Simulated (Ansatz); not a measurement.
A structure file:

```yaml
crystal:
  lattice:
    - [4.17939, 0.00000, 0.00000]
    - [0.00000, 4.17939, 0.00000]
    - [0.00000, 0.00000, 4.17939]
  atoms:
    - { symbol: Ti, position: [0.00000, 0.00000, 0.00000] }
    - { symbol: H, position: [0.50000, 0.00000, 0.00000] }
    - { symbol: Ti, position: [0.00000, 0.50000, 0.50000] }
    - { symbol: H, position: [0.50000, 0.50000, 0.50000] }
    - { symbol: Ti, position: [0.50000, 0.00000, 0.50000] }
    - { symbol: H, position: [0.00000, 0.00000, 0.50000] }
    - { symbol: Ti, position: [0.50000, 0.50000, 0.00000] }
    - { symbol: H, position: [0.00000, 0.50000, 0.00000] }
```

Describe what this structure looks like.

Answer. Its composition is TiH. The lattice is face-centred cubic and the space group Fm-3m (No. 225). The prototype is rock salt (NaCl type). It has 8 atoms to the cell (4 Ti, 4 H). About every Ti there are six H in an octahedral arrangement at 2.09 Å. About every H there are six Ti in an octahedral arrangement at 2.09 Å. Not all metal-metal contacts are counted. The bonds build a three-dimensional framework.

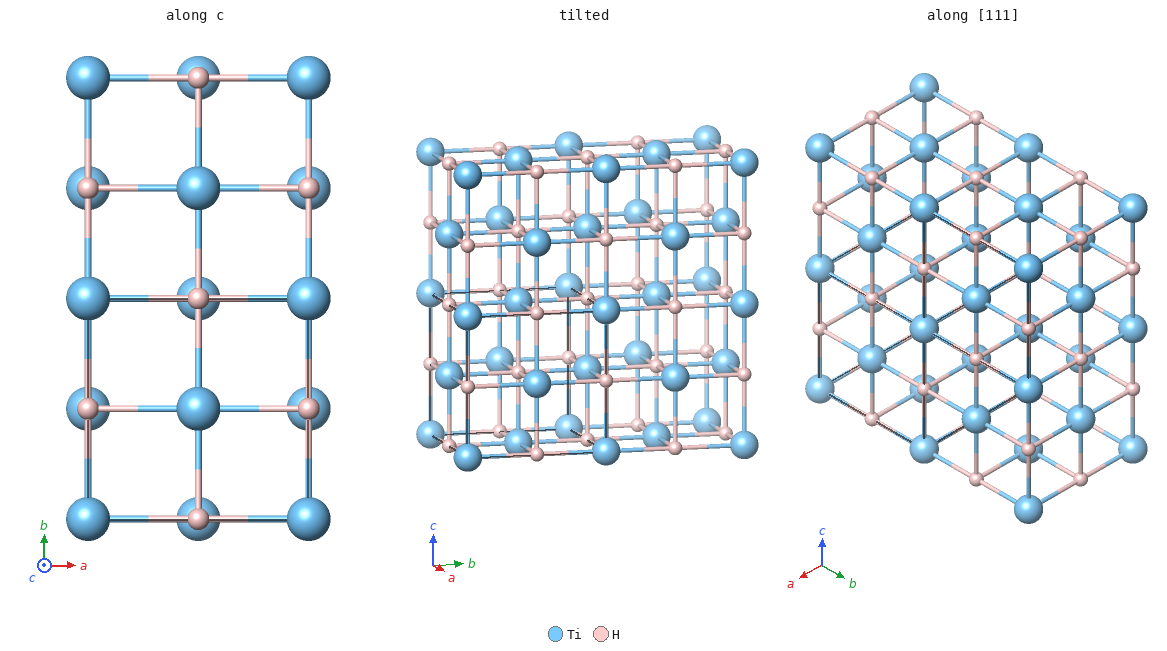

Ball-and-stick model, viewed along the c axis, slightly off an axis and along [111]. A 1×2×2 array of cells is drawn; the conventional unit cell has the solid edges.

It goes back to a structure listed in the Materials Project. Earlier steps of the study may have refined or changed the cell and positions. A calculation with Ansatz used it as input.
